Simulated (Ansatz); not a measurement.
```
Ga N
1.0
     0.00000    0.00000   -5.24303
     3.21843   -5.57448    0.00000
    -6.43686    0.00000    0.00000
Ga N
8 7
Direct
  0.98884 0.16872 0.33107
  0.00452 0.66731 0.33402
  0.00453 0.16570 0.83243
  0.00189 0.66696 0.83278
  0.51296 0.32928 0.17043
  0.50533 0.84024 0.17292
  0.50538 0.32677 0.65945
  0.50264 0.83240 0.66729
  0.62763 0.66701 0.33491
  0.62765 0.16479 0.83270
  0.62450 0.66562 0.83409
  0.12966 0.33317 0.16657
  0.12263 0.83663 0.16753
  0.12267 0.33220 0.66312
  0.12640 0.83302 0.66669
```

The program warned that a starting moment wasn't kept; spin-polarised.

Method: DFT PBE, scalar-relativistic, plane waves, PAW in Ansatz.

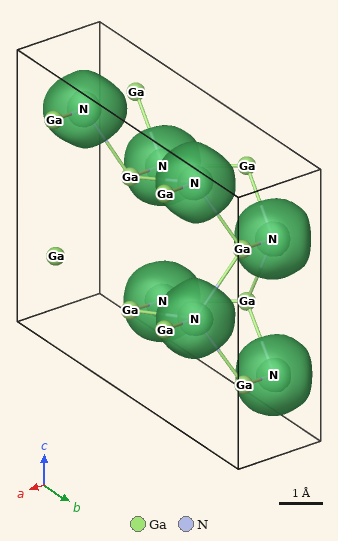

Ga8N7 (cell with a defect). Isosurface of the electron localisation function at 0.65 (green), seen slightly off an axis. Core shells and regions of very low density are left out. Sticks mark near contacts.

In a PAW calculation such maps are meaningful between the atoms, not at the nuclei.

### What do the ELF domains correspond to?

At this value the surface marks out seven regions wrapped around N (the valence shell of each), counted in one cell of 15 atoms. Any copies at cell faces, edges or corners count once. Profiles from the grid: Ga–N (1.96 Å): the ELF peaks at about 0.85 in the valence shell of N, 0.7 Å from its nucleus, and is about 0.45 at the midpoint. Ga–N (2.01 Å): the ELF peaks at about 0.85 in the valence shell of N, 0.7 Å from its nucleus, and is about 0.45 at the midpoint.
